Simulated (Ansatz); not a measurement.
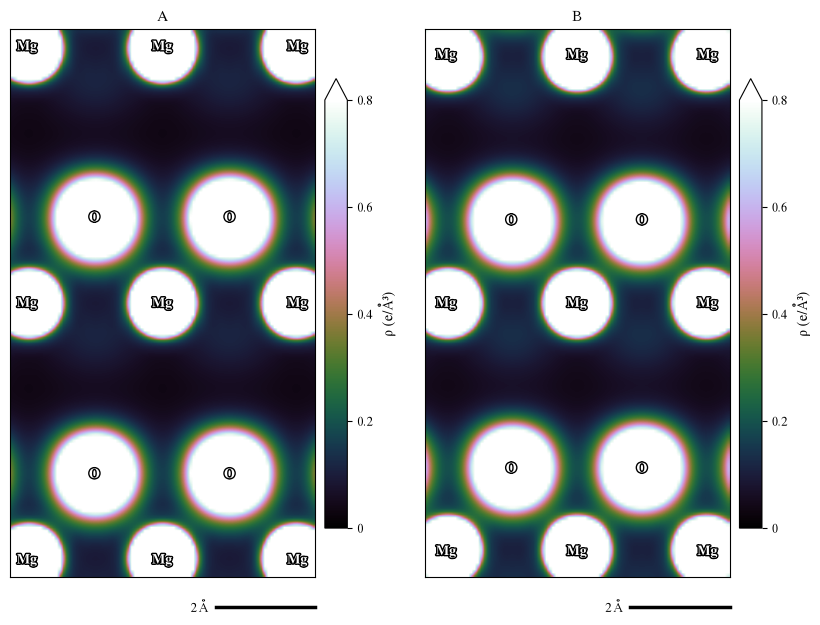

MgO. The valence charge density (pseudo) of two cells that differ in size, on the (110) plane of each (indices in the axes of the calculation cell), at one length scale and on one colour scale; one has 9.4 and the other 10.4 Å³ an atom.

The calculation used Kohn-Sham DFT of a periodic cell, HSE06, Ansatz PAW (Ansatz 0.2.0).

In a PAW calculation such maps are meaningful between the atoms, not at the nuclei.

Q: Which is the denser cell? Describe the effect of the change.

A: Panel B is the smaller cell, by 10 % in volume. From the larger cell to the smaller, Mg–O goes from 2.19 to 2.12 Å, and the density at its midpoint from 0.29 to 0.34 e/Å³; the pressure goes from −10 to 3.6 GPa; the Kohn–Sham gap goes from 4.3 eV to 5.1 eV.
